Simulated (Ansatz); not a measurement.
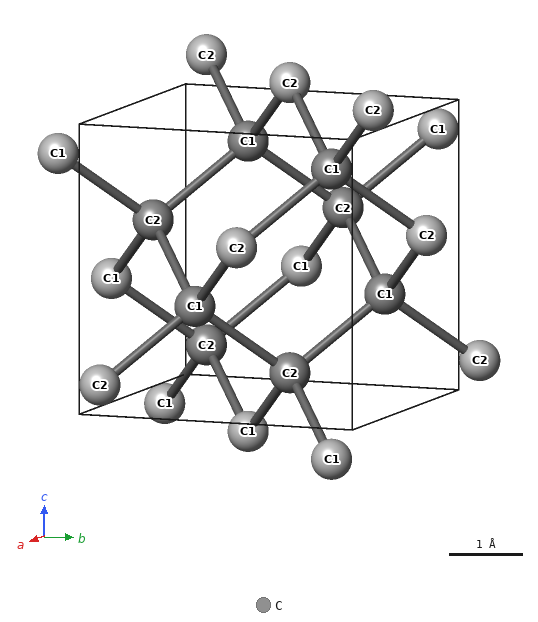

Fig. 1: The structure of the first run (ball-and-stick view of the cell 4 times as large as that of the calculation, set on its symmetry axes, seen slightly off an axis; neighbours outside the cell are drawn fainter; atoms are numbered from 1 in the order of the input). Near neighbours in the crystal (not all of them lie inside the picture): C has 4 C at 1.74 Å.

**What a change does: geometry relaxation on C**

System: C (Fd-3m, 2 atoms in the cell).
Method of the first run: DFT, PBE, PAW with Ansatz's default frozen-core files, scalar-relativistic, no spin polarisation (Ansatz 0.2.0).

The structure was built on a prototype by a generator; it need not be a known phase. Text and figures count atoms from 1; the logs count them from 0 in places.

**Input file, the first run**
```yaml
crystal:
  lattice:
    - [0.0, 2.0103628793, 2.0103628793]
    - [2.0103628793, 0.0, 2.0103628793]
    - [2.0103628793, 2.0103628793, 0.0]
  atoms:
    - { symbol: C, position: [-0.125, -0.125, -0.125] }
    - { symbol: C, position: [0.125, 0.125, 0.125] }
kpoints:
  mp_grid: { grid: [14, 14, 14] }
scf:
  occupations: { method: fermi_dirac, width: 0.02 }
hamiltonian:
  xc: pbe
  pseudopotentials: { kind: paw }
output:
  forces: true
  stress: true
relax:
  f_tol: 0.005
  max_steps: 40
  cell: {}
```

Launched with:
```bash
ansatz run input.yaml --threads 2 --pin off --max-ram 4096MiB --backend cpu --events-out ev --progress --plain --runs-dir out
```

Hardware: 2 threads of Arm Neoverse V1, 24 GiB of memory available, shared host.

**Output, shortened to warnings, some set-up lines, iterations and results (the first run)**
```
Basis set: ecut = 420 eV, 331 PW (Γ), exchange–correlation on 40×40×40 points (8 copies of the dense FFT grid, shifted against one another)
Symmetry: 48 space group operations
k-points: 104 of 2744
Initial density: superposition of atomic densities (neutral atoms: chi_scale 0, normalization atom), corrected by the library's trained network
[...]
SCF iter   1: F=—  HF=-500.045269 eV  |F-HF|=—  |Δ(HF+E_count)|=         —  Δρ=2.11e-3  dr2=2.15e-4  ethr=1.77e-3  ⟨swp⟩=4.4  Hψ=5167  notcnv=0
SCF iter   2: F=—  HF=-500.045151 eV  |F-HF|=—  |Δ(HF+E_count)|=   1.19e-4  Δρ=1.15e-3  dr2=6.94e-5  ethr=2.69e-6  ⟨swp⟩=2.6  Hψ=2059  notcnv=0
SCF iter   3: F=—  HF=-500.045217 eV  |F-HF|=—  |Δ(HF+E_count)|=   6.59e-5  Δρ=1.74e-4  dr2=3.13e-6  ethr=8.67e-7  ⟨swp⟩=2.8  Hψ=1271  notcnv=0
SCF iter   4: F=—  HF=-500.045216 eV  |F-HF|=—  |Δ(HF+E_count)|=   5.96e-7  Δρ=6.60e-5  dr2=4.99e-7  ethr=3.91e-8  ⟨swp⟩=1.0  Hψ=840  notcnv=0
SCF iter   5: F=-500.045216 eV  HF=-500.045216 eV  |F-HF|=1.39e-9  |Δ(HF+E_count)|=   1.21e-7  Δρ=3.29e-6  dr2=8.86e-10  ethr=6.24e-9  ⟨swp⟩=2.0  Hψ=1251  notcnv=0
[... 55 lines ...]
SCF iter   5: F=-501.615781 eV  HF=-501.615781 eV  |F-HF|=2.84e-13  |Δ(HF+E_count)|=  1.14e-13  Δρ=3.04e-9  dr2=7.50e-16  ethr=1.00e-12  ⟨swp⟩=1.0  Hψ=832  notcnv=0
SCF iter   6: F=-501.615781 eV  HF=-501.615781 eV  |F-HF|=2.27e-13  |Δ(HF+E_count)|=  1.14e-13  Δρ=3.94e-10  dr2=9.43e-18  ethr=1.00e-12  ⟨swp⟩=1.0  Hψ=832  notcnv=0
SCF iter   7: F=-501.615781 eV  HF=-501.615781 eV  |F-HF|=5.68e-14  |Δ(HF+E_count)|=  1.14e-13  Δρ=1.20e-10  dr2=1.52e-18  ethr=1.00e-12  ⟨swp⟩=1.7  Hψ=2178  notcnv=0
SCF 8 converged in 7 iterations: F = -501.615781 eV  dr2 = 1.52e-18
relax step   8: F+E_penalty+E_count = -501.61578128 eV  Δ(F+E_penalty+E_count) = +1.364e-4 eV  max|allowed force component| = 2.220e-16 eV/Å  Δτ_max = 0.0000 Å  P = -0.016 …
basis re-selected at this cell: Δ(F+E_penalty+E_count) = +1.364e-4 eV, ΔP = -0.017 GPa vs the last step (what re-selecting the basis moved, of the pressure what is left beyond the Pulay correction that the steps carried, after the strain that the cell walked since its last selection, with what the …
SCF converged after 7 iterations
Free energy (F): -501.615781 eV
Harris-Foulkes:  -501.615781 eV  (|F-HF|=5.68e-14)
Internal energy: -501.615781 eV  (E = F + TS)
E sigma→0 (E₀):  -501.615781 eV
Fermi energy:    15.299329 eV
--- Per-component energies (eV) ---
  E_band       = 34.315809
  E_kinetic    = 184.252131
  E_local      = -122.700314  (includes V_loc(G=0)·N_el)
  E_nonlocal   = 53.267362
  E_hartree    = 26.826020
  E_xc         = -97.357677
  E_vxc        = -120.860218  (∫ρ·V_xc dr)
  E_paw        = -198.418859  (= ΣΔE_a)
  E_vpaw       = -13.295210  (= ΣTr[D̂ρ^β])
  E_aug_tail   = 0.000018  (compensation charges beyond the density's cutoff)
  E_ewald      = -347.484462
  E_smearing   = -0.000000  (= −TS)
  E_closure    = 0.000000  (closes the sum)
  Σ components = -501.615781   (vs F -501.615781, Δ=0.00e0)
--- Forces (eV/Å), atoms counted from 1 ---
  atom   1  C     -0.00000000     0.00000000    -0.00000000
  atom   2  C      0.00000000    -0.00000000     0.00000000
  max |Σ_I F_I| component: 1.43e-16 eV/Å
--- Stress (GPa, compression-positive) ---
       -0.016400      -0.000000      -0.000000
       -0.000000      -0.016400      -0.000000
       -0.000000      -0.000000      -0.016400
  P = ⅓ Tr σ = -0.0164 GPa (-0.164 kbar)
--- Relaxed structure (6 steps of the walk, 6 accepted, 2 SCFs on fresh bases) ---
  F+E_penalty+E_count = -501.61578128 eV   max|allowed force component| = 2.220e-16 eV/Å   (the final SCF, on the basis selected at the relaxed cell)
  cell:  # Å, volume = 11.3905 Å³
    - [-1.584342784814454e-33, 1.7858175697609049, 1.7858175697609049]
    - [1.7858175697609049, 7.276833617838829e-34, 1.7858175697609049]
    - [1.7858175697609049, 1.7858175697609049, 8.423286891880522e-34]
  atoms:
    - { symbol: C, position: [-0.125, -0.125, -0.125] }
    - { symbol: C, position: [0.125, 0.125, 0.125] }
```

The input of the second run differs as follows (lines with − go, lines with + come):
```diff
+  algorithm: density_mixing
-  xc: pbe
+  xc: rpbe
```

Predict how the results change.

The total energies belong to different methods, so their difference says nothing on which is more stable or more accurate. The volume per atom goes from 5.70 to 5.78 Å³. The functional changes from PBE to RPBE. The number of SCF iterations is the same.

**Output, shortened to warnings, some set-up lines, iterations and results (the second run)**
```
Basis set: ecut = 420 eV, 331 PW (Γ), exchange–correlation on 40×40×40 points (8 copies of the dense FFT grid, shifted against one another)
Symmetry: 48 space group operations
k-points: 104 of 2744
Initial density: superposition of atomic densities (neutral atoms: chi_scale 0, normalization atom), corrected by the library's trained network
[...]
SCF iter   1: F=—  HF=-502.673900 eV  |F-HF|=—  |Δ(HF+E_count)|=         —  Δρ=4.79e-3  dr2=1.24e-3  ethr=1.77e-3  ⟨swp⟩=4.6  Hψ=5221  notcnv=0
SCF iter   2: F=—  HF=-502.673854 eV  |F-HF|=—  |Δ(HF+E_count)|=   4.63e-5  Δρ=2.36e-3  dr2=3.23e-4  ethr=1.54e-5  ⟨swp⟩=1.2  Hψ=1684  notcnv=0
SCF iter   3: F=—  HF=-502.673960 eV  |F-HF|=—  |Δ(HF+E_count)|=   1.07e-4  Δρ=8.20e-5  dr2=3.05e-7  ethr=4.04e-6  ⟨swp⟩=2.1  Hψ=1077  notcnv=0
SCF iter   4: F=—  HF=-502.673958 eV  |F-HF|=—  |Δ(HF+E_count)|=   2.18e-6  Δρ=2.68e-5  dr2=3.49e-8  ethr=3.81e-9  ⟨swp⟩=2.0  Hψ=1244  notcnv=0
SCF iter   5: F=-502.673958 eV  HF=-502.673958 eV  |F-HF|=2.46e-11  |Δ(HF+E_count)|=   9.99e-8  Δρ=3.54e-6  dr2=1.17e-9  ethr=4.36e-10  ⟨swp⟩=2.1  Hψ=1232  notcnv=0
[... 55 lines ...]
SCF iter   5: F=-504.099397 eV  HF=-504.099397 eV  |F-HF|=1.14e-13  |Δ(HF+E_count)|=  1.14e-13  Δρ=1.67e-9  dr2=1.16e-16  ethr=1.00e-12  ⟨swp⟩=1.0  Hψ=832  notcnv=0
SCF iter   6: F=-504.099397 eV  HF=-504.099397 eV  |F-HF|=2.84e-13  |Δ(HF+E_count)|=  5.68e-14  Δρ=3.68e-10  dr2=3.05e-18  ethr=1.00e-12  ⟨swp⟩=1.0  Hψ=832  notcnv=0
SCF iter   7: F=-504.099397 eV  HF=-504.099397 eV  |F-HF|=0.00e0  |Δ(HF+E_count)|=  1.71e-13  Δρ=7.83e-11  dr2=1.40e-19  ethr=1.00e-12  ⟨swp⟩=1.3  Hψ=2118  notcnv=0
SCF 8 converged in 7 iterations: F = -504.099397 eV  dr2 = 1.40e-19
relax step   8: F+E_penalty+E_count = -504.09939701 eV  Δ(F+E_penalty+E_count) = +6.341e-5 eV  max|allowed force component| = 1.758e-16 eV/Å  Δτ_max = 0.0000 Å  P = -0.006 …
basis re-selected at this cell: Δ(F+E_penalty+E_count) = +6.341e-5 eV, ΔP = -0.010 GPa vs the last step (what re-selecting the basis moved, of the pressure what is left beyond the Pulay correction that the steps carried, after the strain that the cell walked since its last selection, with what the …
SCF converged after 7 iterations
Free energy (F): -504.099397 eV
Harris-Foulkes:  -504.099397 eV  (|F-HF|=0.00e0)
Internal energy: -504.099397 eV  (E = F + TS)
E sigma→0 (E₀):  -504.099397 eV
Fermi energy:    15.151638 eV
--- Per-component energies (eV) ---
  E_band       = 33.642813
  E_kinetic    = 183.144704
  E_local      = -122.392404  (includes V_loc(G=0)·N_el)
  E_nonlocal   = 51.917757
  E_hartree    = 26.978713
  E_xc         = -97.309820
  E_vxc        = -120.674841  (∫ρ·V_xc dr)
  E_paw        = -200.569460  (= ΣΔE_a)
  E_vpaw       = -12.309848  (= ΣTr[D̂ρ^β])
  E_aug_tail   = 0.000019  (compensation charges beyond the density's cutoff)
  E_ewald      = -345.839277
  E_core_change = -0.029629  (= ΣΔE_core)
  E_smearing   = -0.000000  (= −TS)
  E_closure    = 0.000000  (closes the sum)
  Σ components = -504.099397   (vs F -504.099397, Δ=0.00e0)
--- Forces (eV/Å), atoms counted from 1 ---
  atom   1  C      0.00000000    -0.00000000    -0.00000000
  atom   2  C     -0.00000000    -0.00000000     0.00000000
  max |Σ_I F_I| component: 1.53e-16 eV/Å
--- Stress (GPa, compression-positive) ---
       -0.006006      -0.000000      -0.000000
       -0.000000      -0.006006      -0.000000
       -0.000000      -0.000000      -0.006006
  P = ⅓ Tr σ = -0.0060 GPa (-0.060 kbar)
--- Relaxed structure (6 steps of the walk, 6 accepted, 2 SCFs on fresh bases) ---
  F+E_penalty+E_count = -504.09939701 eV   max|allowed force component| = 1.758e-16 eV/Å   (the final SCF, on the basis selected at the relaxed cell)
  cell:  # Å, volume = 11.5538 Å³
    - [-1.4756681734792967e-33, 1.7943128432035051, 1.7943128432035051]
    - [1.7943128432035051, -4.557962877401876e-34, 1.7943128432035051]
    - [1.7943128432035051, 1.7943128432035051, -7.961518801400005e-37]
  atoms:
    - { symbol: C, position: [-0.12499999999999999, -0.12499999999999999, -0.12499999999999999] }
    - { symbol: C, position: [0.12499999999999999, 0.12499999999999999, 0.12499999999999999] }
```

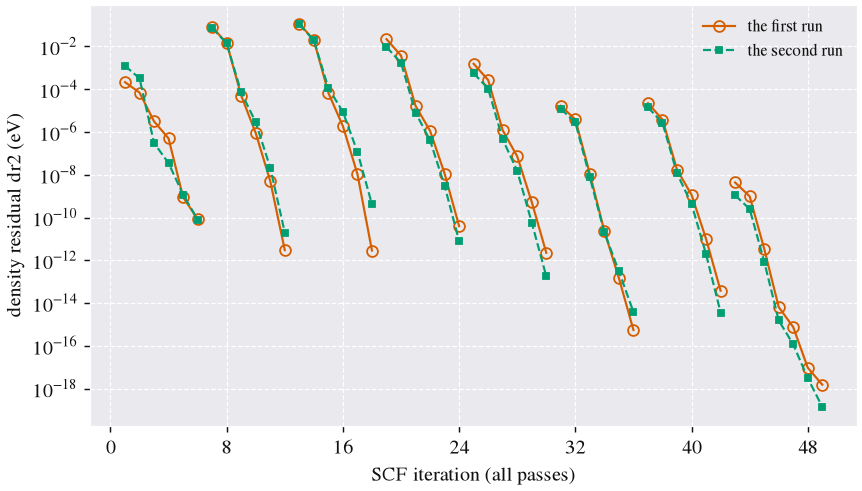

Fig. 2: Convergence of the two runs: density residual dr2 against the SCF iteration. A break in a curve parts two SCF passes. The first run takes 49 iterations in all, and the second run takes 49.

**The two runs side by side**

| quantity | the first run | the second run |
| --- | --- | --- |
| outcome | converged | converged |
| free energy per atom (eV) | −250.8079 | −252.0497 |
| pressure (GPa) | −0.02 | −0.01 |
| volume per atom (Å³) | 5.70 | 5.78 |
| largest force (eV/Å) | 0.000 | 0.000 |
| SCF iterations | 49 | 49 |
| irreducible k-points | 104 | 104 |
| wall time (shared host) | 3.6 s | 4.3 s |
